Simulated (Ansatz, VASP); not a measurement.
## Cross-check of HgGe between VASP and Ansatz

One calculation is typed for both programs; each brings its own data sets and cutoff. How far apart do they land? The cell is invented: As first built, before any earlier steps moved the atoms: it takes the TiZn structure with all of its atoms replaced by other elements, volume scaled by an estimate. It may not be a known or stable phase. The cell comes out of the VASP series on this material, whose earlier steps may have relaxed, scaled or displaced it; both programs get it as it stands.

Main program and level: Ansatz 0.2.0; plane waves, with VASP 6.6.1 beside it; relaxation of cell and atoms at PBEsol.

### 1. Starting point

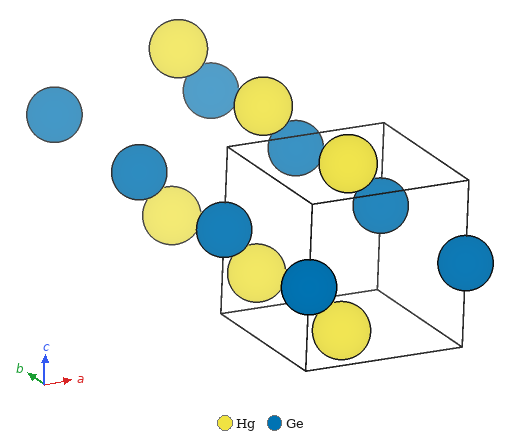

The starting structure, seen slightly off an axis (mercury yellow, germanium blue). 1×3×1 cells are drawn. Some periodic images of atoms are drawn too.

Coordinates:

```cif
data_structure
_symmetry_space_group_name_H-M 'P 1'
_symmetry_Int_Tables_number 1
_cell_length_a 3.4704
_cell_length_b 3.4704
_cell_length_c 3.4700
_cell_angle_alpha 90.000
_cell_angle_beta 90.000
_cell_angle_gamma 90.000
_cell_volume 41.79
loop_
_atom_site_label
_atom_site_type_symbol
_atom_site_fract_x
_atom_site_fract_y
_atom_site_fract_z
_atom_site_occupancy
Hg1 Hg 0.50000 0.50000 0.99885 1
Ge2 Ge 0.00000 0.00000 0.50296 1
```

### 2. VASP: relaxation of cell and atoms, PBEsol

The relaxed volume is the usual yardstick between codes: its relative difference is about their pressure difference at one cell divided by the bulk modulus.

Lines of VASP's logs that name or quote its potential files are left out, and so is its time.

The input, INCAR:

```
SYSTEM = HgGe
PREC = Accurate
ENCUT = 410
EDIFF = 1E-06
NELM = 100
ISMEAR = -1
SIGMA = 0.05
LREAL = .FALSE.
ALGO = Normal
GGA = PS
NBANDS = 19
LORBIT = 11
LWAVE = .FALSE.
LCHARG = .FALSE.
IBRION = 2
NSW = 60
ISIF = 3
EDIFFG = -0.01
```

The input, POSCAR:

```
HgGe
1.0
    3.4703525100      0.0000000000      0.0000000000
    0.0000000000      3.4703525100      0.0000000000
    0.0000000000      0.0000000000      3.4699717200
Hg Ge
1 1
Direct
    0.5000000000      0.5000000000      0.9988478600
    0.0000000000      0.0000000000      0.5029641400
```

The input, KPOINTS:

```
Automatic mesh
0
Gamma
6 6 6
0 0 0
```

The projector-augmented-wave data sets are Hg and Ge_d (PBE family, release 64).

On the command line:

```
$ mpirun -np 1 vasp_std
```

Numbers of over 12 decimals in the logs are rounded to 6 here.

The log of the run:

```text
[banner, memory and clock lines left out]
running    1 mpi-ranks, on    1 nodes
 distrk:  each k-point on    1 cores,    1 groups
 distr:  one band on    1 cores,    1 groups

 POSCAR found type information on POSCAR HgGe
 POSCAR found :  2 types and       2 ions
|                                                                             |
|               ----> ADVICE to this user running VASP <----                  |
|                                                                             |
|     You enforced a specific xc type in the INCAR file but a different       |
|     [... a line on the potential file left out ...]
|     I HOPE YOU KNOW WHAT YOU ARE DOING!                                     |
|                                                                             |

 LDA part: xc-table for (Slater+PW92), standard interpolation
 POSCAR, INCAR and KPOINTS ok, starting setup
 FFT: planning ... GRIDC
 FFT: planning ... GRID_SOFT
 FFT: planning ... GRID
 WAVECAR not read
 entering main loop
       N       E                     dE             d eps       ncg     rms          rms(c)
DAV:   1     0.182532677428E+03    0.18253E+03   -0.11909E+04  1733   0.279E+03
DAV:   2     0.118827652340E+02   -0.17065E+03   -0.16498E+03  1537   0.526E+02
DAV:   3    -0.481510688714E+01   -0.16698E+02   -0.16575E+02  1710   0.117E+02
DAV:   4    -0.515661006140E+01   -0.34150E+00   -0.34138E+00  1697   0.161E+01
DAV:   5    -0.516055877616E+01   -0.39487E-02   -0.39487E-02  1652   0.200E+00    0.477E+00
DAV:   6    -0.493548265177E+01    0.22508E+00   -0.73484E-01  1577   0.785E+00    0.417E+00
DAV:   7    -0.492843928633E+01    0.70434E-02   -0.48490E-02  1625   0.185E+00    0.223E+00
DAV:   8    -0.492454958328E+01    0.38897E-02   -0.42738E-03  1943   0.926E-01    0.114E-01
DAV:   9    -0.492437617203E+01    0.17341E-03   -0.66238E-04  1889   0.365E-01    0.212E-02
DAV:  10    -0.492437902360E+01   -0.28516E-05   -0.58789E-05  1790   0.107E-01    0.169E-02
DAV:  11    -0.492437996727E+01   -0.94367E-06   -0.29894E-06  1556   0.231E-02
   1 F= -.49243800E+01 E0= -.49147215E+01  d E =-.492438E+01
[... from here on, the cycles between the ionic steps are left out ...]
   2 F= -.49248534E+01 E0= -.49150845E+01  d E =-.473420E-03
   3 F= -.49246386E+01 E0= -.49147937E+01  d E =-.258636E-03
   4 F= -.49248222E+01 E0= -.49150208E+01  d E =-.442190E-03
   5 F= -.49248496E+01 E0= -.49150651E+01  d E =-.469614E-03
   6 F= -.49248514E+01 E0= -.49150696E+01  d E =-.471422E-03
   7 F= -.49248532E+01 E0= -.49150734E+01  d E =-.473192E-03
   8 F= -.49249364E+01 E0= -.49151770E+01  d E =-.832724E-04
   9 F= -.49253556E+01 E0= -.49157801E+01  d E =-.502418E-03
  10 F= -.49269771E+01 E0= -.49183044E+01  d E =-.212395E-02
  11 F= -.49327875E+01 E0= -.49270496E+01  d E =-.793437E-02
  12 F= -.49470397E+01 E0= -.49451275E+01  d E =-.221866E-01
  13 F= -.49639529E+01 E0= -.49626656E+01  d E =-.390998E-01
 curvature:  -6.39 expect dE=-0.301E+00 dE for cont linesearch -0.338E-02
 ZBRENT: increasing intervall
 opt : 193.8756  next Energy=    -4.952921 (dE=-0.281E-01)
 bond charge predicted
       N       E                     dE             d eps       ncg     rms          rms(c)
DAV:   1    -0.569946453984E+01   -0.73551E+00   -0.18858E+02  1683   0.117E+02    0.587E+00
DAV:   2    -0.529584202518E+01    0.40362E+00   -0.23882E+00  1628   0.147E+01    0.334E+00
DAV:   3    -0.499062577816E+01    0.30522E+00   -0.37398E-01  1937   0.529E+00    0.652E-01
DAV:   4    -0.499105587510E+01   -0.43010E-03   -0.33965E-02  1696   0.147E+00    0.426E-01
DAV:   5    -0.499099860873E+01    0.57266E-04   -0.86780E-04  1679   0.276E-01    0.129E-01
DAV:   6    -0.499098864489E+01    0.99638E-05   -0.42745E-05  2135   0.818E-02    0.160E-02
DAV:   7    -0.499098864929E+01   -0.43938E-08   -0.30413E-06  1421   0.195E-02
  14 F= -.49909886E+01 E0= -.49889006E+01  d E =-.661355E-01
 curvature:  20.88 expect dE= 0.135E+01 dE for cont linesearch  0.182E-02
 ZBRENT: increasing intervall
 opt : 389.7919  next Energy=    -4.983739 (dE=-0.589E-01)
 bond charge predicted
       N       E                     dE             d eps       ncg     rms          rms(c)
DAV:   1    -0.606978737710E+01   -0.10788E+01   -0.90375E+02  1667   0.390E+02    0.147E+01
DAV:   2    -0.614634870620E+01   -0.76561E-01   -0.28478E+01  1611   0.514E+01    0.749E+00
DAV:   3    -0.487951290374E+01    0.12668E+01   -0.19395E+00  1919   0.117E+01    0.249E+00
DAV:   4    -0.480830913128E+01    0.71204E-01   -0.30469E-01  1842   0.413E+00    0.111E+00
DAV:   5    -0.480764195612E+01    0.66718E-03   -0.18083E-02  1640   0.120E+00    0.397E-01
DAV:   6    -0.480731535161E+01    0.32660E-03   -0.18131E-03  2074   0.522E-01    0.936E-02
[... the rest is left out ...]
```

From OUTCAR (step 2):

```text
ion  position               nearest neighbor table
   1  0.500  0.500  0.999-   2 3.00   2 3.00   2 3.00   2 3.00   2 3.01   2 3.01   2 3.01   2 3.01

  LATTYP: Found a simple tetragonal cell.
 ALAT       =     3.4703525100
 C/A-ratio  =     0.9998902734

 Subroutine GETGRP returns: Found  8 space group operations
 (whereof  8 operations were pure point group operations)

The static configuration has the point symmetry C_4v.

 Found     40 irreducible k-points:

   k-points           NKPTS =     40   k-points in BZ     NKDIM =     40   number of bands    NBANDS=     19

   dimension x,y,z NGX =    24 NGY =   24 NGZ =   24
   dimension x,y,z NGXF=    48 NGYF=   48 NGZF=   48

   ENCUT  =  410.0 eV  30.13 Ry    5.49 a.u.   5.73  5.73  5.73*2*pi/ulx,y,z

   NELECT =      26.0000    total number of electrons

 k-points in reciprocal lattice and weights: Automatic mesh
   0.00000000  0.00000000  0.00000000       0.005
   0.16666667  0.00000000  0.00000000       0.019
   0.33333333  0.00000000  0.00000000       0.019
   0.50000000  0.00000000  0.00000000       0.009
   0.16666667  0.16666667  0.00000000       0.019
   0.33333333  0.16666667  0.00000000       0.037
   0.50000000  0.16666667  0.00000000       0.019
   0.33333333  0.33333333  0.00000000       0.019
   0.50000000  0.33333333  0.00000000       0.019
[...]
0.50000000  0.33333333  0.50000000       0.019
   0.50000000  0.50000000  0.50000000       0.005

 average (electrostatic) potential at core
       1 -38.7419       2 -74.4575

 E-fermi :   4.8240

 k-point     1 :       0.0000    0.0000    0.0000
  band No.  band energies     occupation
    ...
     10      -1.8314      2.00000
     11      -1.8314      2.00000
     12       3.9368      2.00000
     13       4.3119      1.99993
     14       4.3119      1.99993
     15       9.0933      0.00000
     16      10.8755      0.00000
     17      14.0383      0.00000
     18      15.8416      0.00000
     19      15.8416      0.00000

 k-point     2 :       0.1667    0.0000    0.0000
  band No.  band energies     occupation
    ...
      9      -2.3522      2.00000
     10      -1.8771      2.00000
     11      -1.8285      2.00000
     12       1.4605      2.00000
     13       4.7995      1.23999
     14       6.3871      0.00000
     15       9.4257      0.00000
     16      11.6753      0.00000
     17      13.8679      0.00000
     18      13.8766      0.00000
    ...

 k-point     3 :       0.3333    0.0000    0.0000
  band No.  band energies     occupation
    ...
      8      -2.7993      2.00000
      9      -2.5633      2.00000
     10      -1.9657      2.00000
     11      -1.8226      2.00000
     12      -0.6544      2.00000
     13       6.0666      0.00000
     14       7.7663      0.00000
     15      10.2538      0.00000
     16      11.0664      0.00000
     17      11.1928      0.00000
    ...

  Total       -0.0104203     -0.0104203     -0.0097557      0.0000000      0.0000000      0.0000000
  in kB       -0.4020343     -0.4020343     -0.3763919      0.0000000      0.0000000      0.0000000
  external PRESSURE =      -0.3934868 kB  Pullay stress =       0.0000000 kB

  energy-cutoff  :      410.00
  volume of cell :       41.53
      direct lattice vectors                 reciprocal lattice vectors
     3.711513084 -0.000000000 -0.000000000     0.269431894  0.000000000 -0.000000000
     0.000000000  3.711513084  0.000000000    -0.000000000  0.269431894 -0.000000000
     0.000000000  0.000000000  3.014574016     0.000000000  0.000000000  0.331721827

 POSITION                                       TOTAL-FORCE (eV/Angst)
 -----------------------------------------------------------------------------------
      1.85576      1.85576      0.00254         0.000000      0.000000      0.000283
      0.00000      0.00000      1.51021        -0.000000     -0.000000     -0.000283
 -----------------------------------------------------------------------------------
    total drift:                                0.000000     -0.000000     -0.000021

  FREE ENERGIE OF THE ION-ELECTRON SYSTEM (eV)
  ---------------------------------------------------
  free  energy   TOTEN  =        -5.0711873174 eV

  energy  without entropy=       -5.0665100873  energy(sigma->0) =       -5.06884870

 reached required accuracy - stopping structural energy minimisation

 total charge
# of ion       s       p       d       tot
------------------------------------------
    1        0.854   0.363   9.290  10.507
    2        1.294   0.825  10.008  12.126
--------------------------------------------------
tot          2.147   1.188  19.298  22.633

[... 3 further parts left out ...]
```

(Continued in part 2 of 2.)

[Lines on the potential files, build, host, timing and source positions are cut from VASP's logs without a mark.]

[Logs are printed without paths, hosts, clocks, repeated set-up lines and the standing remarks that a program may print on its own settings, such as how far it seeks lower states.]

[Hosts, paths, dates, database ids (printed as entryN), source tags and the programs' standing remarks are cut or masked in the printed files.]
